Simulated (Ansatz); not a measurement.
Au: single-point calculation (part 2 of 2)

Au (slab, 12 atoms in the cell); DFT PBE, scalar-relativistic, plane waves, PAW, no spin polarisation (Ansatz 0.2.0); cutoff 420 eV, 9×9×1 k-mesh, Gaussian smearing of 0.1 eV. The structure derives from an entry of the Crystallography Open Database. It belongs to a series of runs on one base structure; here: the film alone at its places in the stack.

Geometry of the input (Å; fractional positions):
```
5.5745  0.0000  0.0000
-2.7872  4.8276  0.0000
0.0000  0.0000  31.3428
Au 0.4961  0.1754  0.5891
Au -0.0063  0.1701  0.5892
Au 0.4915  0.6729  0.5890
Au -0.0060  0.6725  0.5925
Au 0.3189  0.3479  0.6764
Au 0.8191  0.3479  0.6776
Au 0.3189  0.8481  0.6775
Au 0.8188  0.8477  0.6772
Au 0.1487  0.5181  0.7636
Au 0.6483  0.5181  0.7635
Au 0.1487  0.0185  0.7634
Au 0.6486  0.0182  0.7633
```

Output, continued
```
  k-point 0: bands = ["-104.1794", "-104.1687", "-104.1663", "-104.1465", "-104.0642", "-104.0449", "-104.0290", "-104.0215", "-104.0212", "-104.0060", "-103.9967", "-103.9944", "-55.8141", "-55.8053", "-55.8047", "-55.6985", "-55.6978", "-55.6933", "-55.6923", "-55.6915", "-55.6694", "-55.6234", "-55.6183", "-55.6166", "-55.5548", "-55.5543", "-55.5473", "-55.5175", "-55.5149", "-55.5092", "-55.5086", "-55.5034", "-55.5034", "-55.5026", "-55.4934", "-55.4794", "-55.4435", "-55.4427", "-55.4275", "-55.4258", "-55.3552", "-55.3377", "-55.3127", "-55.3013", "-55.3009", "-55.2895", "-55.2711", "-55.2681", "-7.7148", "-6.7901", "-6.3840", "-5.6402", "-5.6296", "-5.6266", "-5.4873", "-5.4820", "-5.4772", "-5.3849", "-5.3823", "-5.3762", "-4.6738", "-4.6562", "-4.6504", "-3.9450", "-3.8869", "-3.8835", "-3.8770", "-3.8645", "-3.8510", "-3.7869", "-3.2902", "-3.2873", "-3.1711", "-3.1413", "-3.1372", "-3.1249", "-3.1185", "-2.2714", "-2.2575", "-2.2399", "-2.1103", "-2.0530", "-2.0395", "-1.9363", "-1.8376", "-1.8361", "-1.6818", "-1.6804", "-1.6543", "-1.4944", "-1.4345", "-1.2759", "-1.2714", "-1.2570", "-1.1479", "-1.1431", "-1.1246", "-1.1199", "-1.0768", "-1.0076", "-0.9650", "-0.9510", "-0.2668", "-0.2624", "-0.2607", "-0.1564", "-0.1551", "-0.1474", "-0.1462", "-0.1429", "-0.1244", "0.8645", "1.5647", "1.6467", "1.6502", "2.5909", "2.6029", "2.6142", "2.6593", "2.6778", "2.8260", "4.9016", "5.0660", "5.1893", "5.2022", "5.6704", "5.7083", "5.7431", "6.0221", "6.1649", "6.1753", "6.2025", "6.2369", "6.6920", "6.8041", "7.7101", "8.0071"]
  k-point 1: bands = ["-104.1790", "-104.1690", "-104.1664", "-104.1466", "-104.0641", "-104.0446", "-104.0289", "-104.0216", "-104.0213", "-104.0058", "-103.9968", "-103.9946", "-55.8089", "-55.8010", "-55.7983", "-55.6939", "-55.6922", "-55.6885", "-55.6869", "-55.6859", "-55.6641", "-55.6265", "-55.6223", "-55.6162", "-55.5623", "-55.5563", "-55.5464", "-55.5183", "-55.5155", "-55.5133", "-55.5102", "-55.5077", "-55.5038", "-55.5031", "-55.4936", "-55.4811", "-55.4509", "-55.4448", "-55.4344", "-55.4282", "-55.3550", "-55.3371", "-55.3129", "-55.3017", "-55.3012", "-55.2891", "-55.2713", "-55.2685", "-7.6050", "-6.6783", "-6.2769", "-5.6047", "-5.5476", "-5.5393", "-5.4501", "-5.3980", "-5.3904", "-5.3437", "-5.2919", "-5.2832", "-4.6368", "-4.6185", "-4.6125", "-3.9201", "-3.9130", "-3.8816", "-3.8551", "-3.8052", "-3.7624", "-3.7358", "-3.3471", "-3.2257", "-3.2137", "-3.1747", "-3.1386", "-3.0691", "-3.0530", "-2.3690", "-2.3350", "-2.2352", "-2.1764", "-2.0985", "-2.0731", "-1.9616", "-1.8863", "-1.8493", "-1.7251", "-1.6980", "-1.6558", "-1.5503", "-1.4723", "-1.4246", "-1.3218", "-1.3061", "-1.2680", "-1.1937", "-1.1691", "-1.1604", "-1.1369", "-1.0959", "-0.9924", "-0.7040", "-0.5637", "-0.5548", "-0.4355", "-0.4207", "-0.3788", "-0.3682", "-0.3557", "-0.2625", "-0.2562", "0.7011", "1.1737", "1.4309", "1.6351", "1.6838", "2.3672", "2.4208", "2.9679", "3.2781", "3.3592", "4.9793", "5.1110", "5.2218", "5.4462", "5.7134", "5.7440", "6.1030", "6.2848", "6.3151", "6.6865", "6.7317", "6.7825", "6.8838", "7.3235", "7.7967", "8.0860"]
  k-point 2: bands = ["-104.1780", "-104.1697", "-104.1664", "-104.1468", "-104.0640", "-104.0441", "-104.0288", "-104.0223", "-104.0214", "-104.0053", "-103.9970", "-103.9950", "-55.7961", "-55.7890", "-55.7782", "-55.6826", "-55.6784", "-55.6783", "-55.6696", "-55.6664", "-55.6482", "-55.6380", "-55.6339", "-55.6115", "-55.5842", "-55.5618", "-55.5440", "-55.5261", "-55.5225", "-55.5214", "-55.5188", "-55.5145", "-55.5066", "-55.4993", "-55.4942", "-55.4823", "-55.4728", "-55.4555", "-55.4503", "-55.4334", "-55.3544", "-55.3352", "-55.3134", "-55.3030", "-55.3012", "-55.2881", "-55.2720", "-55.2693", "-7.2855", "-6.3561", "-5.9712", "-5.5466", "-5.3668", "-5.2856", "-5.2771", "-5.2432", "-5.1398", "-5.1321", "-5.0186", "-5.0058", "-4.5321", "-4.5137", "-4.5009", "-3.8972", "-3.8522", "-3.8470", "-3.8141", "-3.6716", "-3.6158", "-3.5720", "-3.4850", "-3.3528", "-3.2887", "-3.1911", "-3.0051", "-2.8620", "-2.8443", "-2.5902", "-2.5419", "-2.4005", "-2.2292", "-2.1960", "-2.1713", "-2.1119", "-2.0603", "-1.9916", "-1.8717", "-1.8144", "-1.7909", "-1.7220", "-1.6268", "-1.5538", "-1.4865", "-1.4703", "-1.4429", "-1.4030", "-1.3696", "-1.3478", "-1.2374", "-1.2030", "-1.1752", "-1.1658", "-1.0393", "-1.0292", "-0.9846", "-0.6942", "-0.6736", "-0.6589", "-0.6540", "-0.5843", "-0.5705", "-0.3932", "0.0605", "1.7200", "1.7313", "1.8665", "1.9863", "2.4188", "2.4446", "3.7940", "3.8408", "5.2055", "5.4160", "5.4650", "6.3279", "6.3514", "6.3645", "6.3995", "6.5550", "7.0274", "7.1227", "7.2814", "7.4821", "7.5657", "8.0524", "8.3001", "8.3259"]
  k-point 40: bands = ["-104.1757", "-104.1710", "-104.1671", "-104.1471", "-104.0638", "-104.0430", "-104.0281", "-104.0243", "-104.0211", "-104.0031", "-103.9999", "-103.9945", "-55.7720", "-55.7560", "-55.7270", "-55.6791", "-55.6593", "-55.6572", "-55.6476", "-55.6444", "-55.6340", "-55.6290", "-55.6152", "-55.6085", "-55.6023", "-55.5772", "-55.5670", "-55.5557", "-55.5405", "-55.5299", "-55.5258", "-55.5237", "-55.5174", "-55.5143", "-55.5049", "-55.4943", "-55.4898", "-55.4790", "-55.4660", "-55.4466", "-55.3534", "-55.3312", "-55.3144", "-55.3066", "-55.3006", "-55.2843", "-55.2776", "-55.2682", "-6.4289", "-5.5489", "-5.5052", "-5.2309", "-5.1196", "-4.9595", "-4.7810", "-4.6426", "-4.4714", "-4.4498", "-4.3981", "-4.3049", "-4.2284", "-4.2132", "-4.1546", "-3.8694", "-3.8552", "-3.8136", "-3.7332", "-3.7048", "-3.5609", "-3.5062", "-3.3924", "-3.3207", "-3.3054", "-3.2552", "-3.1003", "-3.0558", "-2.9600", "-2.8993", "-2.8381", "-2.7694", "-2.6713", "-2.6340", "-2.5562", "-2.5320", "-2.4281", "-2.4121", "-2.3674", "-2.3147", "-2.2779", "-2.2442", "-2.2079", "-2.1777", "-2.0454", "-2.0199", "-1.9671", "-1.9065", "-1.7052", "-1.6758", "-1.6142", "-1.5810", "-1.5330", "-1.4089", "-1.2907", "-1.2737", "-1.2552", "-1.2256", "-1.1602", "-1.0941", "-1.0463", "-0.9369", "-0.8701", "-0.7475", "0.0730", "0.7326", "0.8911", "1.2530", "2.6249", "2.9643", "3.2664", "3.8534", "5.1862", "5.3080", "5.7304", "5.8687", "6.7140", "6.7765", "7.0684", "7.1313", "7.2759", "7.7688", "7.8373", "7.9067", "8.1375", "8.4823", "8.6483", "8.7044", "8.7663"]
```

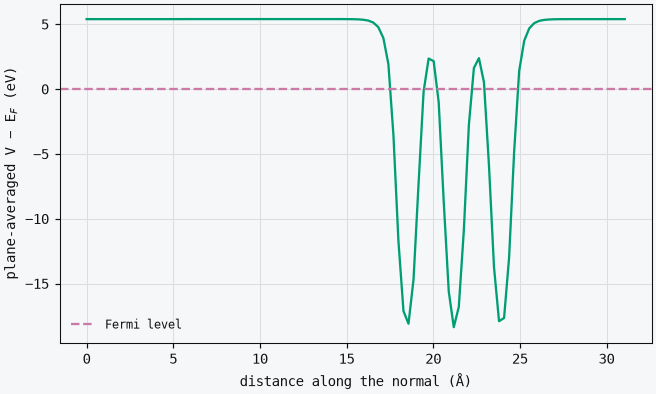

Figure 1. Plane average of the electrostatic potential energy of an electron across the cell, from the Fermi level. The vacuum level lies 5.39 eV above the Fermi level.

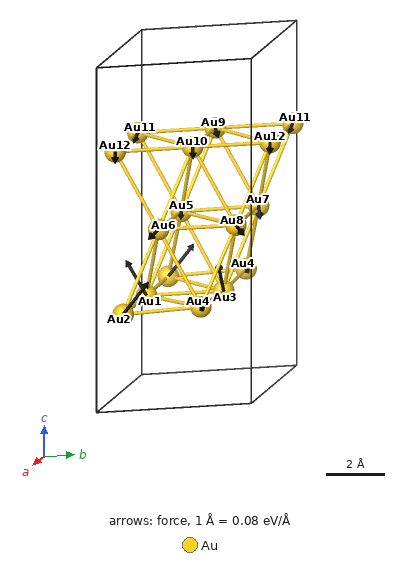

Figure 2. Forces on the atoms as black arrows (ball-and-stick view of the cell of the calculation, with the vacuum cut short, seen slightly off an axis; atoms are numbered from 1 in the order of the input). The largest act on Au1, Au2, Au3 (0.12 eV/Å); Au6, Au7, Au8 (0.05 eV/Å); Au10, Au11, Au12 (0.04 eV/Å). The geometry is not a stationary point of this energy.

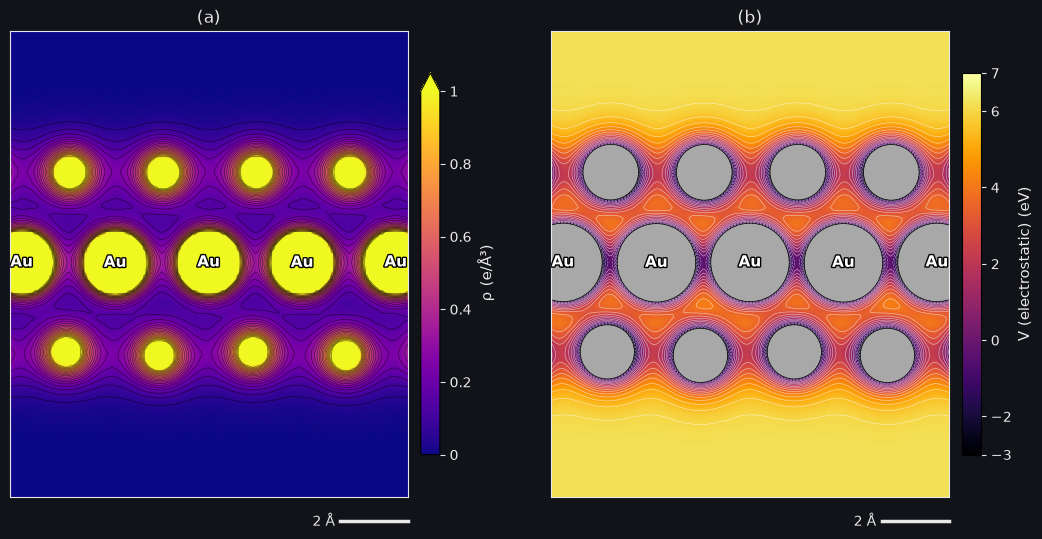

Figure 3. (a) valence pseudo-density; (b) electrostatic potential energy of an electron on the (100) plane of the calculation cell, a cut from vacuum to vacuum. Grey discs, where drawn, cover atomic cores. Atoms in the plane: Au. Au–Au (2.79 Å): ρ is about 0.34 e/Å³ halfway. The density dies away to nearly zero in the vacuum. Core electrons are frozen (PAW), so the fields are smoothed inside the atomic spheres.

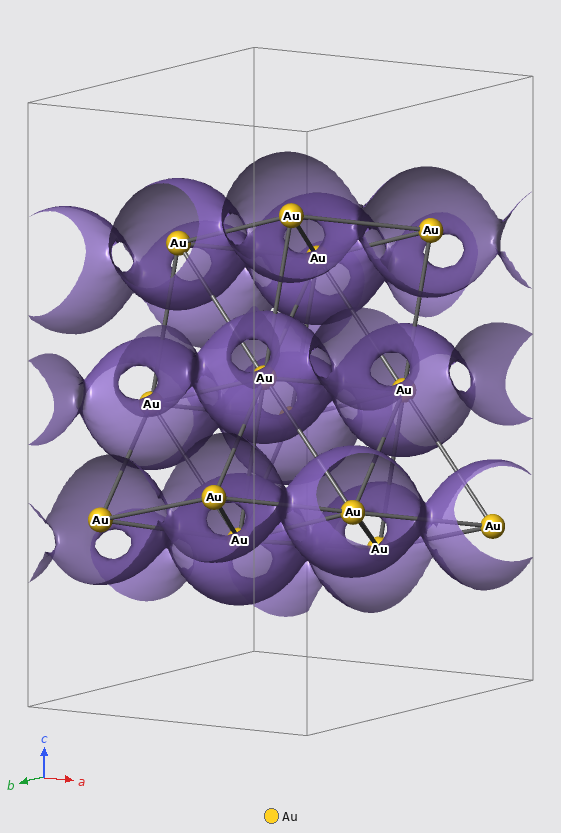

Figure 4. Isosurface of the valence pseudo-density at 0.3 e/Å³ (purple), seen at an oblique angle. Sticks mark near contacts. At this value the density is joined into sheets; it holds about 90 % of the electrons treated as valence (semicore included). It is pinched off along the Au–Au (3.09 Å), Au–Au (3.13 Å) and Au–Au (3.18 Å) contacts. On the grid the lowest density along these lines, outside the cores, is 0.34 e/Å³ (Au–Au, 2.77 Å), 0.19 e/Å³ (Au–Au, 3.09 Å), 0.18 e/Å³ (Au–Au, 3.13 Å) and 0.17 e/Å³ (Au–Au, 3.18 Å).
